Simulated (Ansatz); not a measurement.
# Geometry relaxation, with input and output: P (part 1 of 2)

The run: geometry relaxation of P (slab, 8 atoms in the cell). Method and program: DFT PBE+D3(BJ), scalar-relativistic, plane waves, PAW, no spin polarisation (Ansatz 0.2.0).

The structure derives from an entry of the Crystallography Open Database. The input holds or restrains some coordinates. Forces given for the steps count only the free coordinates. It belongs to a series of runs on one base structure; here: clean slab, lower half held.

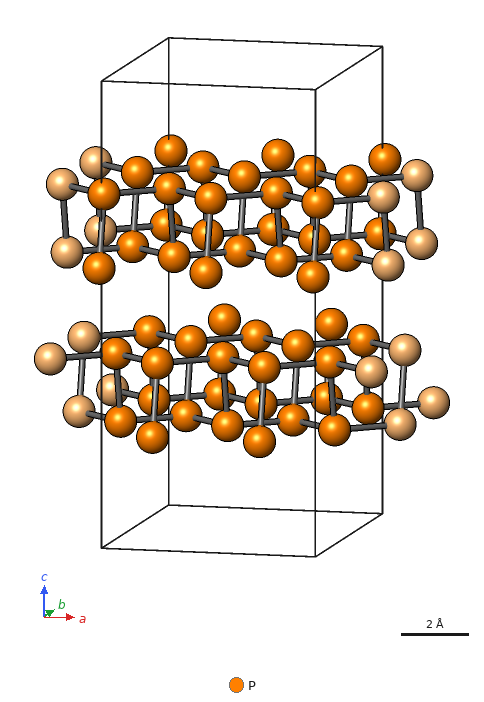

The input geometry (ball-and-stick view of the 2 × 2 repeat of the cell, with the vacuum cut short, seen slightly off an axis; neighbours outside the cell are drawn fainter). An atom can appear more than once, as a periodic image. Near neighbours in the periodic cell (some may lie outside the picture): P has 3 P at 2.23 to 2.25 Å.

Input
```yaml
crystal:
  lattice:
    - [3.3225242949, 0.0, 0.0]
    - [0.0, 4.1668621241, 0.0]
    - [0.0, 0.0, 24.2641153213]
  atoms:
    - { symbol: P, position: [0.5, 0.9280971978, 0.3503115563] }
    - { symbol: P, position: [0.0, 0.5719028022, 0.3503115563] }
    - { symbol: P, position: [0.5, 0.0719028022, 0.4396762377] }
    - { symbol: P, position: [0.0, 0.4280971978, 0.4396762377] }
    - { symbol: P, position: [0.0, 0.9280971978, 0.5603237623] }
    - { symbol: P, position: [0.5, 0.5719028022, 0.5603237623] }
    - { symbol: P, position: [0.0, 0.0719028022, 0.6496884437] }
    - { symbol: P, position: [0.5, 0.4280971978, 0.6496884437] }
basis:
  ecutwfc: 420
kpoints:
  mp_grid: { grid: [9, 7, 1] }
hamiltonian:
  xc: pbe
  dispersion: d3bj
scf:
  occupations: { method: gaussian, width: 0.1 }
output:
  forces: true
  eigenvalues: true
  write_density: true
  write_potential: true
  elf: true
  volumetric_format: npy
relax:
  adjacent_minimum: "off"
  f_tol: 0.03
  max_steps: 70
  constraints: [{ sites: [0, 1, 2, 3] }]
efield:
  axis: 3
  dipole_correction: true
  ramp_width: 0.04
```

Launch command:
```bash
ansatz run input.yaml --threads 1 --pin off --max-ram 2560MiB --backend cpu --events-out ev --progress --plain --runs-dir out
```

What the program printed
```
Engine: ansatz 0.2.0, aarch64-unknown-linux-gnu
Pseudopotentials: kind: paw
Pseudopotential: P, paw, valence charge 5, recommended cutoff 420 eV (normal), P.paw.azcp
Functional definition: PBE
  parameter kappa = 0.804
  parameter beta = 0.06672455060314922
  exchange = pbe_x(kappa = kappa, mu = beta*pi^2/3)
  correlation = pbe_c(beta = beta)
Crystal: 8 atoms, lattice volume = 335.925 Å³
Basis set: ecut = 420 eV, 6535 PW (Γ), exchange–correlation on 48×60×360 points (8 copies of the dense FFT grid, shifted against one another)
Bands: 28, of which v1, the nominal top of the filled ones, is band 20 counted from 1 (19 counted from 0)
Symmetry: 4 space group operations
k-points: 20 of 63
Non-local potential: P, projectors of the file, l = 0: 2, l = 1: 2, l = 2: 2
PAW form: soft (Blöchl's): semilocal exchange-correlation on the pseudo side does not see the compensation charge
PAW one-centre angular grid: P, 110 points (default); XC on 64 Gauss nodes
Initial density: superposition of atomic densities (neutral atoms: chi_scale 0, normalization atom), corrected by the library's trained network
Initial wavefunctions: pseudopotential atomic-orbital guess
Functional: x = pbe(κ = 0.804, μ = 0.2195149727645171), c = pbe(β = 0.06672455060314922)
SCF iter   1: F=—  HF=-6047.731034 eV  |F-HF|=—  |Δ(HF+E_count)|=         —  Δρ=1.97e-3  dr2=6.45e-2  ethr=1.77e-3  p=-0.000 e·Å  D=-2.09e-14 V/Å  ΔV_dip=0.00 eV  dr2_dipole=1.06e-7  V_vac-E_F(+/−)=4.15/4.15 eV  ⟨swp⟩=9.4  Hψ=3790  notcnv=0
efield: sawtooth ramp at fractional position 0.9800 (placed from the atoms, in the widest stretch of the axis that holds none; the zero of the levels goes with the place), width 0.0400; the density the first Hamiltonian is built on has a dipole p = -0.000 e·Å; the dipole correction subtracts the counter field D = -2.09e-14 V/Å, which shifts the + side's vacuum level by +0.00 eV against the − side's; the planar-averaged density in the ramp window peaks in size at 2.2e-6 e/Å³
preconditioner: auto → LDOS  [insulator: Δε(μ)=0.098 eV  Ē_g=8.968 eV  σ=0.100 eV  W_gap=0.51  n_scr=38 (ndim 8)  ℏωp=12.8 eV  f_vac=0.534  D(μ)=0.69/eV (n_scr^D=4)  ε∞_Penn≈3.0  β→1.0]
SCF iter   2: F=—  HF=-6047.747143 eV  |F-HF|=—  |Δ(HF+E_count)|=   1.61e-2  Δρ=2.09e-3  dr2=1.77e-1  ethr=1.61e-4  p=0.000 e·Å  D=2.89e-5 V/Å  ΔV_dip=-0.00 eV  dr2_dipole=1.31e-7  V_vac-E_F(+/−)=4.52/4.52 eV  ⟨swp⟩=3.5  Hψ=1245  notcnv=0  defer=47
SCF iter   3: F=—  HF=-6047.727248 eV  |F-HF|=—  |Δ(HF+E_count)|=   1.99e-2  Δρ=3.40e-4  dr2=3.10e-3  ethr=1.61e-4  p=0.000 e·Å  D=2.06e-5 V/Å  ΔV_dip=-0.00 eV  dr2_dipole=4.13e-8  V_vac-E_F(+/−)=4.38/4.38 eV  ⟨swp⟩=2.1  Hψ=748  notcnv=0  defer=47
SCF iter   4: F=—  HF=-6047.727090 eV  |F-HF|=—  |Δ(HF+E_count)|=   1.58e-4  Δρ=1.35e-4  dr2=1.30e-4  ethr=7.75e-6  p=0.000 e·Å  D=2.45e-7 V/Å  ΔV_dip=-0.00 eV  dr2_dipole=7.63e-11  V_vac-E_F(+/−)=4.39/4.39 eV  ⟨swp⟩=2.5  Hψ=923  notcnv=0  defer=9
iter 5 did not close the SCF: its close was put off for the readings that it lacked (scf_convergence_deferred on its scf_iter line)
SCF iter   5: F=-6047.727045 eV  HF=-6047.727048 eV  |F-HF|=3.39e-6  |Δ(HF+E_count)|=   4.14e-5  Δρ=2.73e-5  dr2=5.35e-6  ethr=3.25e-7  p=0.000 e·Å  D=2.73e-6 V/Å  ΔV_dip=-0.00 eV  dr2_dipole=5.11e-10  V_vac-E_F(+/−)=4.39/4.39 eV  ⟨swp⟩=2.2  Hψ=874  notcnv=0  defer=9
SCF iter   6: F=-6047.727046 eV  HF=-6047.727048 eV  |F-HF|=2.04e-6  |Δ(HF+E_count)|=   2.60e-7  Δρ=1.58e-5  dr2=2.58e-6  ethr=1.34e-8  p=0.000 e·Å  D=7.64e-7 V/Å  ΔV_dip=-0.00 eV  dr2_dipole=5.66e-11  V_vac-E_F(+/−)=4.39/4.39 eV  ⟨swp⟩=17.6  Hψ=6247  notcnv=0
SCF 1 converged in 6 iterations: F = -6047.727046 eV  dr2 = 2.58e-6
  greatest PAW one-centre occupation: 0.811 electrons in one spin orbital (limit 2), on the P atom at site 7 (counted from 0), in its partial waves of l = 0
relax step   1: F+E_penalty+E_count = -6047.72704602 eV  Δ(F+E_penalty+E_count) = +0.000e0 eV  max|allowed force component| = 9.962e-2 eV/Å  Δτ_max = 0.0000 Å  (6 SCF iters, dr2 threshold 2.25e-5 eV, accepted)
Initial density: handed on by an earlier stage of this run
Initial wavefunctions: those handed on with the density
iter 1 solved again at ethr=1.60e-5 eV; its pass at ethr=3.10e-3 eV (dr2=6.41e-3 eV) is discarded
SCF iter   1: F=—  HF=-6047.727594 eV  |F-HF|=—  |Δ(HF+E_count)|=         —  Δρ=1.82e-3  dr2=6.37e-3  ethr=1.60e-5  p=0.000 e·Å  D=6.82e-7 V/Å  ΔV_dip=-0.00 eV  dr2_dipole=1.54e-4  V_vac-E_F(+/−)=4.37/4.37 eV  ⟨swp⟩=2.0  Hψ=2488  notcnv=0  defer=52
efield: sawtooth ramp at fractional position 0.9800 (handed on by an earlier solve), width 0.0400; the density the first Hamiltonian is built on has a dipole p = 0.000 e·Å; the dipole correction subtracts the counter field D = 6.82e-7 V/Å, which shifts the + side's vacuum level by -0.00 eV against the − side's; the planar-averaged density in the ramp window peaks in size at 2.5e-7 e/Å³
preconditioner: auto → LDOS  [insulator: Δε(μ)=0.125 eV  Ē_g=8.985 eV  σ=0.100 eV  W_gap=0.62  n_scr=38 (ndim 8)  ℏωp=12.8 eV  f_vac=0.534  D(μ)=0.69/eV (n_scr^D=4)  ε∞_Penn≈3.0  β→1.0]
SCF iter   2: F=—  HF=-6047.727298 eV  |F-HF|=—  |Δ(HF+E_count)|=   2.96e-4  Δρ=3.55e-4  dr2=1.47e-3  ethr=1.59e-5  p=0.002 e·Å  D=1.21e-3 V/Å  ΔV_dip=-0.03 eV  dr2_dipole=1.15e-4  V_vac-E_F(+/−)=4.35/4.38 eV  ⟨swp⟩=2.2  Hψ=814  notcnv=0  defer=52
SCF iter   3: F=—  HF=-6047.727126 eV  |F-HF|=—  |Δ(HF+E_count)|=   1.73e-4  Δρ=1.91e-4  dr2=9.35e-4  ethr=3.67e-6  p=-0.001 e·Å  D=-4.85e-4 V/Å  ΔV_dip=0.01 eV  dr2_dipole=3.64e-5  V_vac-E_F(+/−)=4.39/4.38 eV  ⟨swp⟩=2.1  Hψ=821  notcnv=0  defer=52
SCF iter   4: F=—  HF=-6047.727012 eV  |F-HF|=—  |Δ(HF+E_count)|=   1.14e-4  Δρ=7.89e-5  dr2=5.65e-5  ethr=2.34e-6  p=-0.000 e·Å  D=-2.09e-4 V/Å  ΔV_dip=0.01 eV  dr2_dipole=5.10e-6  V_vac-E_F(+/−)=4.39/4.38 eV  ⟨swp⟩=2.0  Hψ=623  notcnv=0  defer=52
SCF iter   5: F=—  HF=-6047.727124 eV  |F-HF|=—  |Δ(HF+E_count)|=   1.12e-4  Δρ=1.99e-5  dr2=5.23e-6  ethr=1.41e-7  p=-0.000 e·Å  D=-4.86e-5 V/Å  ΔV_dip=0.00 eV  dr2_dipole=1.89e-7  V_vac-E_F(+/−)=4.38/4.38 eV  ⟨swp⟩=2.6  Hψ=897  notcnv=0  defer=52
SCF iter   6: F=—  HF=-6047.727123 eV  |F-HF|=—  |Δ(HF+E_count)|=   6.58e-7  Δρ=4.67e-6  dr2=2.91e-7  ethr=1.31e-8  p=-0.000 e·Å  D=-3.25e-5 V/Å  ΔV_dip=0.00 eV  dr2_dipole=3.87e-8  V_vac-E_F(+/−)=4.38/4.38 eV  ⟨swp⟩=2.1  Hψ=723  notcnv=0  defer=52
SCF iter   7: F=-6047.727123 eV  HF=-6047.727123 eV  |F-HF|=9.01e-9  |Δ(HF+E_count)|=   3.34e-8  Δρ=1.05e-6  dr2=2.96e-9  ethr=2.50e-10  p=-0.000 e·Å  D=-1.59e-5 V/Å  ΔV_dip=0.00 eV  dr2_dipole=7.90e-11  V_vac-E_F(+/−)=4.38/4.38 eV  ⟨swp⟩=19.9  Hψ=5628  notcnv=0
SCF 2 converged in 7 iterations: F = -6047.727123 eV  dr2 = 2.96e-9
  greatest PAW one-centre occupation: 0.812 electrons in one spin orbital (limit 2), on the P atom at site 3 (counted from 0), in its partial waves of l = 0
relax step   2: F+E_penalty+E_count = -6047.72712342 eV  Δ(F+E_penalty+E_count) = -7.740e-5 eV  max|allowed force component| = 3.215e-2 eV/Å  Δτ_max = 0.0429 Å  (7 SCF iters, accepted)
SCF iter   1: F=—  HF=-6047.727894 eV  |F-HF|=—  |Δ(HF+E_count)|=         —  Δρ=1.35e-3  dr2=3.51e-3  ethr=8.58e-5  p=-0.000 e·Å  D=-1.58e-5 V/Å  ΔV_dip=0.00 eV  dr2_dipole=6.09e-5  V_vac-E_F(+/−)=4.39/4.39 eV  ⟨swp⟩=4.0  Hψ=1824  notcnv=0  defer=52
efield: sawtooth ramp at fractional position 0.9800 (handed on by an earlier solve), width 0.0400; the density the first Hamiltonian is built on has a dipole p = -0.000 e·Å; the dipole correction subtracts the counter field D = -1.58e-5 V/Å, which shifts the + side's vacuum level by +0.00 eV against the − side's; the planar-averaged density in the ramp window peaks in size at 1.9e-7 e/Å³
preconditioner: auto → LDOS  [insulator: Δε(μ)=0.124 eV  Ē_g=8.985 eV  σ=0.100 eV  W_gap=0.62  n_scr=38 (ndim 8)  ℏωp=12.8 eV  f_vac=0.532  D(μ)=0.65/eV (n_scr^D=4)  ε∞_Penn≈3.0  β→1.0]
SCF iter   2: F=—  HF=-6047.727782 eV  |F-HF|=—  |Δ(HF+E_count)|=   1.12e-4  Δρ=2.73e-4  dr2=1.08e-3  ethr=8.78e-6  p=-0.002 e·Å  D=-8.86e-4 V/Å  ΔV_dip=0.02 eV  dr2_dipole=6.14e-5  V_vac-E_F(+/−)=4.41/4.39 eV  ⟨swp⟩=2.9  Hψ=1145  notcnv=0  defer=52
SCF iter   3: F=—  HF=-6047.727691 eV  |F-HF|=—  |Δ(HF+E_count)|=   9.04e-5  Δρ=1.70e-4  dr2=7.90e-4  ethr=2.70e-6  p=0.001 e·Å  D=4.84e-4 V/Å  ΔV_dip=-0.01 eV  dr2_dipole=3.39e-5  V_vac-E_F(+/−)=4.37/4.39 eV  ⟨swp⟩=2.0  Hψ=793  notcnv=0  defer=52
SCF iter   4: F=—  HF=-6047.727599 eV  |F-HF|=—  |Δ(HF+E_count)|=   9.23e-5  Δρ=7.18e-5  dr2=7.70e-5  ethr=1.98e-6  p=0.000 e·Å  D=2.01e-4 V/Å  ΔV_dip=-0.00 eV  dr2_dipole=5.38e-6  V_vac-E_F(+/−)=4.38/4.39 eV  ⟨swp⟩=2.1  Hψ=607  notcnv=0  defer=52
SCF iter   5: F=—  HF=-6047.727698 eV  |F-HF|=—  |Δ(HF+E_count)|=   9.87e-5  Δρ=1.87e-5  dr2=6.72e-6  ethr=1.93e-7  p=0.000 e·Å  D=2.22e-5 V/Å  ΔV_dip=-0.00 eV  dr2_dipole=2.37e-7  V_vac-E_F(+/−)=4.39/4.39 eV  ⟨swp⟩=2.5  Hψ=802  notcnv=0  defer=52
SCF iter   6: F=—  HF=-6047.727697 eV  |F-HF|=—  |Δ(HF+E_count)|=   8.71e-7  Δρ=4.39e-6  dr2=2.83e-7  ethr=1.68e-8  p=-0.000 e·Å  D=-1.89e-6 V/Å  ΔV_dip=0.00 eV  dr2_dipole=3.45e-8  V_vac-E_F(+/−)=4.39/4.39 eV  ⟨swp⟩=2.1  Hψ=777  notcnv=0  defer=52
SCF iter   7: F=-6047.727697 eV  HF=-6047.727697 eV  |F-HF|=5.76e-9  |Δ(HF+E_count)|=   2.66e-8  Δρ=9.68e-7  dr2=3.30e-9  ethr=2.50e-10  p=-0.000 e·Å  D=-1.85e-5 V/Å  ΔV_dip=0.00 eV  dr2_dipole=1.06e-10  V_vac-E_F(+/−)=4.39/4.39 eV  ⟨swp⟩=19.6  Hψ=5484  notcnv=0
SCF 3 converged in 7 iterations: F = -6047.727697 eV  dr2 = 3.30e-9
  greatest PAW one-centre occupation: 0.811 electrons in one spin orbital (limit 2), on the P atom at site 1 (counted from 0), in its partial waves of l = 0
relax step   3: F+E_penalty+E_count = -6047.72769683 eV  Δ(F+E_penalty+E_count) = -5.734e-4 eV  max|allowed force component| = 2.146e-2 eV/Å  Δτ_max = 0.0317 Å  (7 SCF iters, accepted)
```

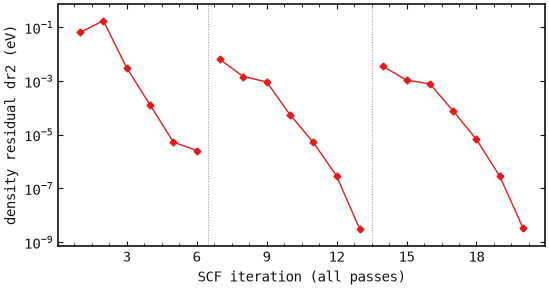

Convergence of the self-consistent field: density residual dr2 against the SCF iteration. The dotted lines part the SCF passes of the relaxation: geometry steps, rejected trials and re-solves on a re-selected basis. The passes take 6, 7 and 7 iterations.
